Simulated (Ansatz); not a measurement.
Cu (interface cell)

The calculation's input:

```
crystal:
  lattice:
    - [3.6297482978, 0.0, 0.0]
    - [-1.8148741489, 4.0581819676, 0.0]
    - [0.0, 0.0, 16.5327278703]
  atoms:
    - { symbol: Cu, position: [0.4, 0.8, 0.0736390631] }
    - { symbol: Cu, position: [0.2, 0.4, 0.2700098979] }
    - { symbol: Cu, position: [0.7, 0.4, 0.0245463544] }
    - { symbol: Cu, position: [0.5, 1.0, 0.2209171892] }
    - { symbol: Cu, position: [0.9, 0.8, 0.3191026066] }
    - { symbol: Cu, position: [0.8, 0.6, 0.1718244805] }
    - { symbol: Cu, position: [0.6, 0.2, 0.3681953153] }
    - { symbol: Cu, position: [0.1, 0.2, 0.1227317718] }
    - { symbol: Cu, position: [0.3, 0.6, 0.417288024] }
    - { symbol: Cu, position: [1.0, 1.0, 0.4663807327] }
    - { symbol: Cu, position: [0.4, 0.3, 0.917288024] }
    - { symbol: Cu, position: [0.2, 0.9, 0.7209171892] }
    - { symbol: Cu, position: [0.7, 0.9, 0.9663807327] }
    - { symbol: Cu, position: [0.5, 0.5, 0.7700098979] }
    - { symbol: Cu, position: [0.9, 0.3, 0.6718244805] }
    - { symbol: Cu, position: [0.8, 0.1, 0.8191026066] }
    - { symbol: Cu, position: [0.6, 0.7, 0.6227317718] }
    - { symbol: Cu, position: [0.1, 0.7, 0.8681953153] }
    - { symbol: Cu, position: [0.3, 0.1, 0.5736390631] }
    - { symbol: Cu, position: [0.0, 0.5, 0.5245463544] }
basis:
  ecutwfc: 420
kpoints:
  mp_grid: { grid: [10, 10, 2] }
hamiltonian:
  xc: pbe
scf:
  occupations: { method: gaussian, width: 0.1 }
output:
  forces: true
  stress: true
  eigenvalues: true
  populations: true
  write_density: true
  write_potential: true
  elf: true
  volumetric_format: npy
relax:
  adjacent_minimum: "off"
  f_tol: 0.02
  max_steps: 60
  cell: { fix: [a, b, alpha, beta, gamma], stress_tol: 0.1 }
```

Run with:

```sh
ansatz run input.yaml --threads 4 --pin off --max-ram 11264MiB --backend cpu --events-out ev --progress --plain --runs-dir out
```

The fields are those of the run's last geometry, not of the input's.

Computed without spin polarisation.

Method: DFT PBE, scalar-relativistic, plane waves, PAW (Ansatz 0.2.0).

What can the converged valence pseudo-density and electron localisation function tell about the bonding?

Cu–Cu (2.39 Å): ρ is about 0.35 e/Å³ halfway; the ELF is about 0.20 at the midpoint; no localised pair shows between them.
Cu–Cu (2.52 Å): ρ is about 0.28 e/Å³ halfway; the ELF is about 0.20 at the midpoint (no localised pair shows between them).

Does the calculation make it a metal, or give it a gap?

It is gapless in this calculation (a metal or semimetal).

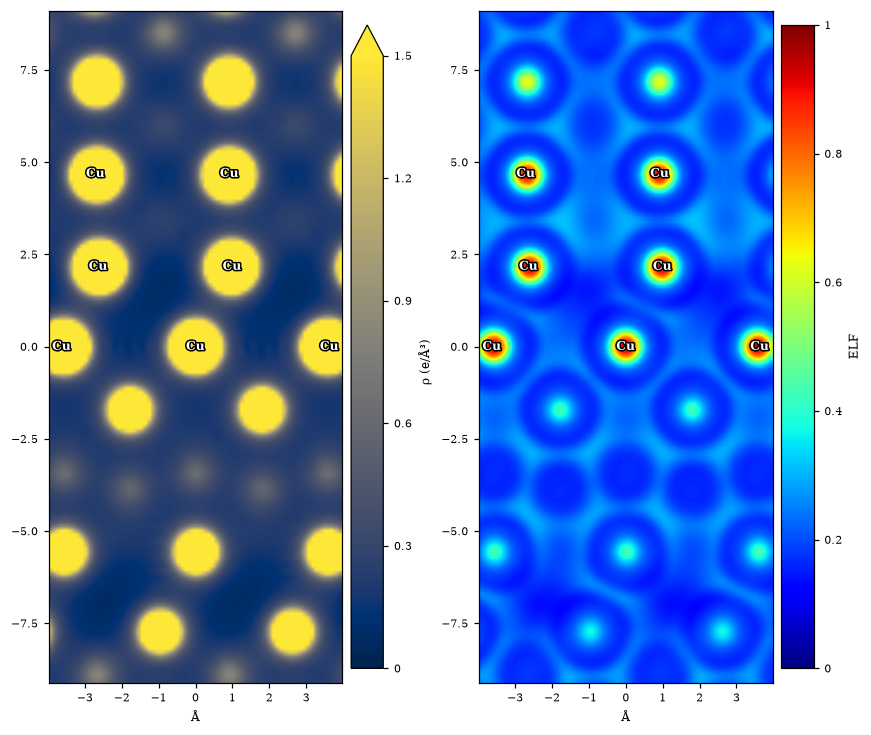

Computed valence pseudo-density and electron localisation function on the (011̄) plane of the calculation cell, in this order. Atoms just off the plane (Cu, 0.3 Å away) can leave unmarked features too.

The density is the valence pseudo-density of a PAW calculation; it isn't the true density close to the nuclei.
